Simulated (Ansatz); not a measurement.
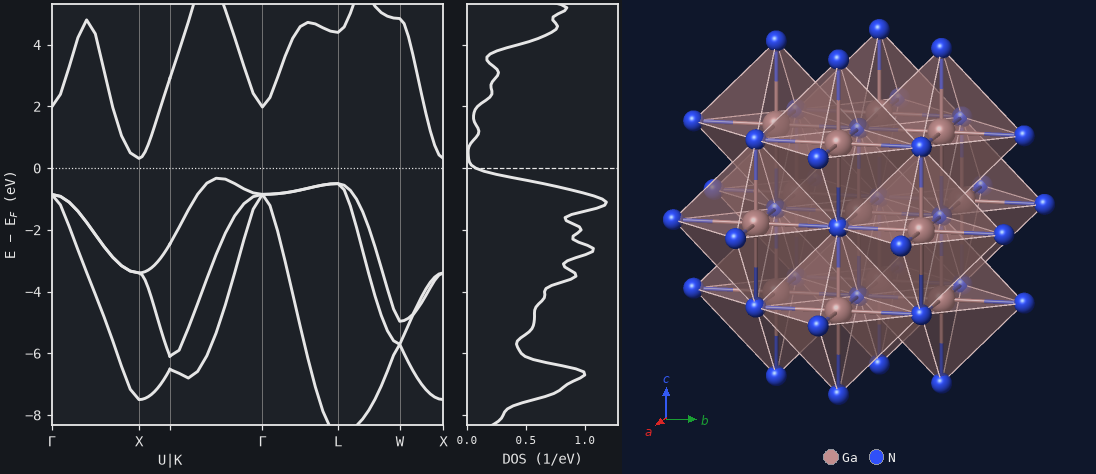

What does this figure show?

Band structure and density of states of rocksalt GaN, space group Fm-3m (No. 225), 2 atoms in the primitive cell, relaxed with r2SCAN (cubic a = 4.217 Å), beside the structure. Computed with Ansatz 0.2.0: PBE, Ansatz PAW set, no spin polarisation, no spin-orbit coupling, 10×10×10 k mesh, 420 eV cutoff, Fermi-Dirac smearing of 0.02 eV. Energies are counted from the Fermi level. The DOS curve is built from the levels of the k mesh with Gaussians 0.55 eV wide, which also blur the band edges; ripples of that width can come from the mesh.

A semiconductor. The gap along this path is 0.64 eV and indirect, from the valence-band top between K and Γ to the conduction-band bottom at X; the smallest direct gap is 2.83 eV, at Γ. The direct gaps are 3.71 eV at X, 4.90 eV at L and 9.81 eV at W.

LDA, GGA and most meta-GGA functionals understate gaps. The cell is at 8 GPa in this functional. The usual form of GaN is wurtzite.
